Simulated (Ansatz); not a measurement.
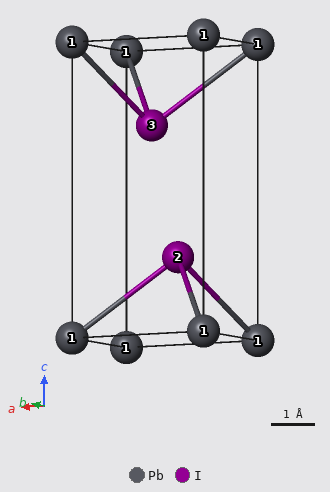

*The structure (ball-and-stick view of the cell of the calculation, seen at an oblique angle; atoms are numbered from 1 in the order of the input). An atom can appear more than once, as a periodic image.*

Near neighbours in the periodic cell (some may lie outside the picture): Pb has 6 I at 3.23 to 3.24 Å; I has 3 Pb at 3.23 to 3.24 Å.

# Band-structure calculation, with input and output: PbI$_{2}$ (part 1 of 2)

The run: band-structure calculation of PbI$_{2}$ (C2/m, 3 atoms in the cell). Method and program: DFT, HSE06, plane waves, PAW, no spin polarisation (Ansatz 0.2.0).

The structure was built on a prototype by a generator. The geometry comes from this level: r2scan-rvv10 (a point of a series of strains). It belongs to a series of runs on one base structure; here: uniaxial_x strain -1.0%. Figures and captions count atoms from 1; the log counts them from 0 in places.

### What the program printed
```
Warning: output.stress: scf.convergence.dr2_threshold = 1e-7 eV (the SCF's general default) is looser than the 3e-10 eV advised for a printed stress (1e-10 eV for each atom of the cell: 3). What an SCF threshold leaves in a stress goes as its square root, and in the free energy as the threshold itself, and one threshold admits the most on a small cell: of the crystals measured, under no hybrid functional and no lock of the moments, on runs that ended without the residual-converged pass, on stresses that held no estimate of that error, the worst erred by over 100 MPa in a component at 1e-7 eV an atom and by under 5 at 1e-10. Set scf.convergence.dr2_threshold to 3e-10 eV or tighter. The threshold is an SCF's pass mark: one that does not reach it within its budget of iterations ends unconverged, or closes short of it on a stop that the run arms, and scf.convergence.dr2_threshold's page says what that costs each kind of run
Warning: output.stress: scf.exx.energy_threshold = 1e-6 eV is looser than the 3e-8 eV advised for a stress under a hybrid functional (1e-8 eV for each atom of the cell: 3). Every SCF of the exchange loop can meet its threshold on dr2 while the loop round them stops early: no threshold on dr2 bounds what that leaves in the stress. Set scf.exx.energy_threshold to 3e-8 eV or tighter. The threshold is the loop's pass mark: a loop that does not reach it within its budget of cycles ends unconverged, and scf.exx.energy_threshold's page has the law
scf.n_extra_bands = 4 over 24 filled bands (N_el = 48.0): the run solves 28 bands
Engine: ansatz 0.2.0, aarch64-unknown-linux-gnu
Pseudopotentials: kind: paw
Pseudopotential: Pb, paw, valence charge 14, recommended cutoff 420 eV (normal), Pb.paw.azcp
Pseudopotential: I, paw, valence charge 17, recommended cutoff 420 eV (normal), I.paw.azcp
Functional definition: HSE06
  parameter a = 0.25
  parameter omega = 0.11/bohr
  exchange = pbe_x - a*pbe_x_sr(omega) + a*exact_x_sr(omega)
  correlation = pbe_c
davidson cushion auto → on  (no smearing: the cushion is to keep the highest requested band from converging to the state above it; pin scf.eigensolver.cushion to override)
Crystal: 3 atoms, lattice volume = 125.866 Å³
Basis set: ecut = 420 eV, 2449 PW (Γ), exchange–correlation on 64×64×96 points (8 copies of the dense FFT grid, shifted against one another)
Bands: 28, of which v1, the nominal top of the filled ones, is band 24 counted from 1 (23 counted from 0)
Symmetry: 4 space group operations
Space group: C2/m (ITA 12), of the structure as read, at distance tolerance 5.0e-5 Å
k-points: 47 of 144
Non-local potential: Pb, projectors of the file, l = 0: 2, l = 1: 2, l = 2: 2, l = 3: 2
Non-local potential: I, projectors of the file, l = 0: 2, l = 1: 2, l = 2: 2, l = 3: 2
PAW form: soft (Blöchl's): semilocal exchange-correlation on the pseudo side does not see the compensation charge
PAW frozen core: Pb, regenerated for the run's functional, and the local potential with it (the file was generated under x = pbe(κ = 0.804, μ = 0.2195149727645171), c = pbe(β = 0.06672455060314922))
PAW frozen core: I, regenerated for the run's functional, and the local potential with it (the file was generated under x = pbe(κ = 0.804, μ = 0.2195149727645171), c = pbe(β = 0.06672455060314922))
PAW one-centre angular grid: Pb, 590 points (default); XC on 64 Gauss nodes
PAW one-centre angular grid: I, 590 points (default); XC on 96 Gauss nodes
Initial density: superposition of atomic densities (neutral atoms: chi_scale 0, normalization atom), corrected by the library's trained network
Initial wavefunctions: pseudopotential atomic-orbital guess
Functional: x = pbe(κ = 0.804, μ = 0.2195149727645171), c = pbe(β = 0.06672455060314922), warm-up for x = pbe(κ = 0.804, μ = 0.2195149727645171) + 0.25 (exact − pbe) at short range (hse, ω = 0.20786987370883472 Å⁻¹), c = pbe(β = 0.06672455060314922); HSE06 as pw.x's `hse` composes it (authors' and Libxc's form: `xc: wpbeh`)
SCF iter   1: F=—  HF=-26934.190074 eV  |F-HF|=—  |Δ(HF+E_count)|=         —  Δρ=6.54e-4  dr2=6.58e-4  ethr=1.77e-3  ⟨swp⟩=10.6  Hψ=5551  notcnv=0
preconditioner: auto → none  [insulator: Δε(μ)=2.220 eV  Ē_g=12.812 eV  n_scr=22 (ndim 8)  ℏωp=17.5 eV  f_vac=0.116]
SCF iter   2: F=-26934.191304 eV  HF=-26934.191394 eV  |F-HF|=9.00e-5  |Δ(HF+E_count)|=   1.32e-3  Δρ=3.20e-4  dr2=3.04e-4  ethr=1.37e-6  ⟨swp⟩=6.0  Hψ=5595  notcnv=0  defer=48
SCF 1 stopped early in 2 iterations: F = -26934.191304 eV  dr2 = 3.04e-4
  greatest PAW one-centre occupation: 0.999 electrons in one spin orbital (limit 2), on the I atom at site 2 (counted from 0), in its partial waves of l = 2
Initial density: handed on by an earlier stage of this run
Initial wavefunctions: those handed on with the density
Functional: x = pbe(κ = 0.804, μ = 0.2195149727645171) + 0.25 (exact − pbe) at short range (hse, ω = 0.20786987370883472 Å⁻¹), c = pbe(β = 0.06672455060314922); HSE06 as pw.x's `hse` composes it (authors' and Libxc's form: `xc: wpbeh`)
Exchange kernel: α = 0.2500, screened, ω = 0.2079 Å⁻¹, Wigner–Seitz truncation, v(0) = 1046.9101 eV·Å³, q-mesh 6×6×4, nearest image of the exchange supercell L = 27.11 Å, pair-density grid 24×24×32, without the augmentation charges, whose exchange is taken in its separable form by FFT convolution over the k-point mesh (sized by the pseudopotential files, 27×27×48 at the most), smooth part of the exact exchange by density-matrix convolution
Frozen-core exchange: fock
SCF iter   1: F=—  HF=-26947.238043 eV  |F-HF|=—  |Δ(HF+E_count)|=         —  Δρ=3.91e-3  dr2=3.49e-2  ethr=6.33e-6  ⟨swp⟩=7.0  Hψ=6161  notcnv=0
preconditioner: auto → none  [insulator: Δε(μ)=2.941 eV  Ē_g=14.426 eV  n_scr=22 (ndim 8)  ℏωp=17.5 eV  f_vac=0.116]
SCF iter   2: F=—  HF=-26947.230191 eV  |F-HF|=—  |Δ(HF+E_count)|=   7.85e-3  Δρ=1.71e-3  dr2=1.22e-2  ethr=6.33e-6  ⟨swp⟩=5.0  Hψ=4609  notcnv=0
SCF iter   3: F=—  HF=-26947.228077 eV  |F-HF|=—  |Δ(HF+E_count)|=   2.11e-3  Δρ=6.97e-4  dr2=1.84e-3  ethr=6.33e-6  ⟨swp⟩=4.0  Hψ=4058  notcnv=0
SCF iter   4: F=—  HF=-26947.235154 eV  |F-HF|=—  |Δ(HF+E_count)|=   7.08e-3  Δρ=6.84e-4  dr2=6.58e-4  ethr=2.04e-6  ⟨swp⟩=4.0  Hψ=4123  notcnv=0
SCF iter   5: F=—  HF=-26947.234997 eV  |F-HF|=—  |Δ(HF+E_count)|=   1.57e-4  Δρ=2.43e-4  dr2=9.93e-5  ethr=1.30e-6  ⟨swp⟩=2.7  Hψ=2961  notcnv=0
iter 6 solved again at ethr=3.17e-9 eV; its pass at ethr=1.37e-7 eV (dr2=1.52e-6 eV) is discarded
SCF iter   6: F=—  HF=-26947.234985 eV  |F-HF|=—  |Δ(HF+E_count)|=   1.19e-5  Δρ=4.54e-5  dr2=1.25e-5  ethr=3.17e-9  ⟨swp⟩=4.1  Hψ=7606  notcnv=0
SCF iter   7: F=—  HF=-26947.235093 eV  |F-HF|=—  |Δ(HF+E_count)|=   1.08e-4  Δρ=5.61e-5  dr2=1.05e-5  ethr=3.11e-9  ⟨swp⟩=5.0  Hψ=5470  notcnv=0
SCF iter   8: F=-26947.235090 eV  HF=-26947.235090 eV  |F-HF|=2.88e-7  |Δ(HF+E_count)|=   2.78e-6  Δρ=8.31e-6  dr2=2.31e-7  ethr=3.11e-9  ⟨swp⟩=4.1  Hψ=4695  notcnv=0
SCF 2 stopped early in 8 iterations: F = -26947.235090 eV  dr2 = 2.31e-7
  Residual-converged pass: ⟨swp⟩=3.0  Hψ=3605  notcnv=0  max |occ|·‖R‖ = 6.6e-6 eV (tolerance 6.7e-6 eV)  dr2=2.31e-7  dr2_onsite=2.88e-8  max |Δocc| = 0.0e0
hybrid outer 1: dexx = +7.891e-3 eV, tail = 2.60e-5 eV
Exchange kernel: α = 0.2500, screened, ω = 0.2079 Å⁻¹, Wigner–Seitz truncation, v(0) = 1046.9101 eV·Å³, q-mesh 6×6×4, nearest image of the exchange supercell L = 27.11 Å, pair-density grid 24×24×32, without the augmentation charges, whose exchange is taken in its separable form by FFT convolution over the k-point mesh (sized by the pseudopotential files, 27×27×48 at the most), smooth part of the exact exchange by density-matrix convolution
Frozen-core exchange: fock
SCF iter   1: F=—  HF=-26947.234847 eV  |F-HF|=—  |Δ(HF+E_count)|=         —  Δρ=2.95e-5  dr2=1.76e-6  ethr=2.70e-7  ⟨swp⟩=2.7  Hψ=2945  notcnv=0
preconditioner: auto → none  [insulator: Δε(μ)=2.918 eV  Ē_g=14.418 eV  n_scr=22 (ndim 8)  ℏωp=17.5 eV  f_vac=0.119]
SCF iter   2: F=—  HF=-26947.234848 eV  |F-HF|=—  |Δ(HF+E_count)|=   1.28e-7  Δρ=1.01e-5  dr2=8.56e-8  ethr=3.28e-9  ⟨swp⟩=4.9  Hψ=4443  notcnv=0
SCF iter   3: F=—  HF=-26947.234848 eV  |F-HF|=—  |Δ(HF+E_count)|=   3.11e-7  Δρ=3.91e-6  dr2=1.89e-8  ethr=1.09e-10  ⟨swp⟩=4.3  Hψ=4720  notcnv=0  defer=4
SCF iter   4: F=—  HF=-26947.234848 eV  |F-HF|=—  |Δ(HF+E_count)|=   4.53e-9  Δρ=1.14e-6  dr2=1.64e-9  ethr=3.54e-11  ⟨swp⟩=3.0  Hψ=3505  notcnv=0
SCF iter   5: F=-26947.234848 eV  HF=-26947.234848 eV  |F-HF|=1.02e-10  |Δ(HF+E_count)|=   3.40e-9  Δρ=4.44e-7  dr2=2.01e-10  ethr=2.51e-12  ⟨swp⟩=4.6  Hψ=4206  notcnv=0  defer=6
SCF 3 converged in 5 iterations: F = -26947.234848 eV  dr2 = 2.01e-10
  Residual-converged pass: ⟨swp⟩=3.1  Hψ=3324  notcnv=0  max |occ|·‖R‖ = 5.4e-7 eV (tolerance 5.4e-7 eV)  dr2=2.01e-10  dr2_onsite=2.53e-11  max |Δocc| = 0.0e0
hybrid outer 2: dexx = +3.273e-7 eV, tail = 1.20e-8 eV, Δε = 2.78e-3 eV (about 8.24e-5 eV left of the loop's levels), ΔF = 9.80e-3 eV/Å (tail 1.36e-3)
Exchange kernel: α = 0.2500, screened, ω = 0.2079 Å⁻¹, Wigner–Seitz truncation, v(0) = 1046.9101 eV·Å³, q-mesh 6×6×4, nearest image of the exchange supercell L = 27.11 Å, pair-density grid 24×24×32, without the augmentation charges, whose exchange is taken in its separable form by FFT convolution over the k-point mesh (sized by the pseudopotential files, 27×27×48 at the most), smooth part of the exact exchange by density-matrix convolution
Frozen-core exchange: fock
SCF iter   1: F=—  HF=-26947.234848 eV  |F-HF|=—  |Δ(HF+E_count)|=         —  Δρ=7.97e-7  dr2=5.02e-10  ethr=1.25e-10  ⟨swp⟩=2.9  Hψ=2956  notcnv=0
SCF iter   2: F=-26947.234848 eV  HF=-26947.234848 eV  |F-HF|=7.28e-12  |Δ(HF+E_count)|=  1.13e-10  Δρ=3.09e-7  dr2=7.18e-11  ethr=1.01e-12 (applied; sched 1.01e-12)  ⟨swp⟩=4.9  Hψ=4927  notcnv=0
SCF 4 converged in 2 iterations: F = -26947.234848 eV  dr2 = 7.18e-11
  Residual-converged pass: ⟨swp⟩=2.0  Hψ=2530  notcnv=0  max |occ|·‖R‖ = 6.7e-7 eV (tolerance 6.8e-7 eV)  dr2=7.12e-11  dr2_onsite=2.07e-11  max |Δocc| = 0.0e0
```

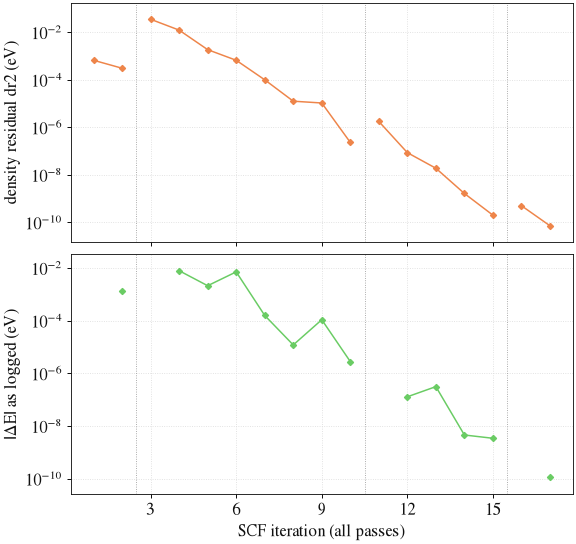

*Convergence of the self-consistent field: density residual dr2 and size of the energy change against the SCF iteration. The run starts with a semilocal functional; after that each stretch between dotted lines is one SCF of the hybrid functional between two exact rebuilds of the exchange operator by the outer loop. Early passes are stopped at a loose threshold.*

The passes take 2, 8, 5 and 2 iterations.

```
hybrid outer 3: dexx = +1.618e-10 eV, tail = 1.90e-10 eV, Δε = 1.95e-5 eV (about 4.48e-6 eV left of the loop's levels), ΔF = 2.72e-4 eV/Å (tail 1.30e-4)
NSCF: frozen V_eff on 6 k-points
hybrid SCF converged: 3 outer / 15 inner (+2 warm-up), last move |dexx| = 1.62e-10 eV, tail = 1.90e-10 eV
Stability not checked: this state was not tested for a lower state beside it, because the functional holds exact exchange (a hybrid, or Hartree-Fock), whose exchange loop this test does not read (fock_operator; see scf.lower_state_search)
Free energy (F): -26947.234848 eV
Frozen-core exchange: fock
Harris-Foulkes:  -26947.234848 eV  (|F-HF|=7.28e-12)
Internal energy: -26947.234848 eV  (E = F + TS)
E sigma→0 (E₀):  -26947.234848 eV
Fermi energy:    4.665517 eV
--- Per-component energies (eV) ---
  E_band       = -971.009661
  E_kinetic    = 662.782159
  E_local      = -5477.182036  (includes V_loc(G=0)·N_el)
  E_nonlocal   = 167.228066
  E_hartree    = 2663.907471
  E_xc         = -382.383920
  E_vxc        = -311.877253  (∫ρ·V_xc dr)
  E_exx        = -131.613883  (= α·E_x^exact, valence–valence)
  E_paw        = -20011.720850  (= ΣΔE_a)
  E_vpaw       = -1076.547767  (= ΣTr[D̂ρ^β])
  E_aug_tail   = 0.000025  (compensation charges beyond the density's cutoff)
  E_ewald      = -4437.867749
  E_core_change = -0.384130  (= ΣΔE_core)
  E_smearing   = -0.000000  (= −TS)
  E_closure    = 0.000000  (closes the sum)
  Σ components = -26947.234848   (vs F -26947.234848, Δ=0.00e0)
--- Forces (eV/Å), atoms counted from 1 ---
  atom   1  Pb     0.00000000     0.00000000     0.00000000
  atom   2  I     -0.00000000    -0.00134433    -0.07225260
  atom   3  I      0.00000000     0.00134433     0.07225260
  max |Σ_I F_I| component: 0.00e0 eV/Å
--- Stress (GPa, compression-positive) ---
        1.054142      -0.000000      -0.000000
       -0.000000       0.855836      -0.036672
       -0.000000      -0.036672       0.706572
  P = ⅓ Tr σ = 0.8722 GPa (8.722 kbar)
--- Band table (eV; the first three rows and the last of 47) ---
  k-point 0: bands = ["-41.7820", "-41.7816", "-41.7811", "-41.7809", "-41.7807", "-41.7807", "-41.7743", "-41.7743", "-41.7739", "-41.7739", "-13.2116", "-13.2096", "-13.1818", "-13.1781", "-13.1766", "-8.7231", "-7.9088", "-2.8087", "3.4316", "3.4560", "3.5069", "3.5388", "3.5606", "3.7141", "7.8431", "8.6987", "8.7273", "11.8694"]
  k-point 1: bands = ["-41.7820", "-41.7817", "-41.7811", "-41.7809", "-41.7808", "-41.7807", "-41.7743", "-41.7743", "-41.7739", "-41.7738", "-13.2116", "-13.2096", "-13.1818", "-13.1781", "-13.1766", "-8.6456", "-8.0223", "-2.6876", "2.7646", "3.3560", "3.3959", "3.6572", "3.6907", "4.3443", "7.7143", "8.5986", "8.6293", "11.9342"]
  k-point 2: bands = ["-41.7819", "-41.7817", "-41.7811", "-41.7808", "-41.7808", "-41.7807", "-41.7743", "-41.7742", "-41.7739", "-41.7738", "-13.2116", "-13.2096", "-13.1818", "-13.1781", "-13.1766", "-8.5264", "-8.1765", "-2.5617", "2.4077", "3.3062", "3.3450", "3.7267", "3.7609", "4.6655", "7.5836", "8.5032", "8.5359", "11.7749"]
  k-point 46: bands = ["-41.7819", "-41.7818", "-41.7810", "-41.7809", "-41.7807", "-41.7806", "-41.7741", "-41.7740", "-41.7738", "-41.7738", "-13.2445", "-13.2114", "-13.1824", "-13.1709", "-13.1659", "-7.9725", "-7.7697", "-3.2796", "1.1683", "2.0112", "2.2425", "3.0119", "3.5475", "4.2288", "8.5549", "9.1630", "9.4867", "11.1121"]
```
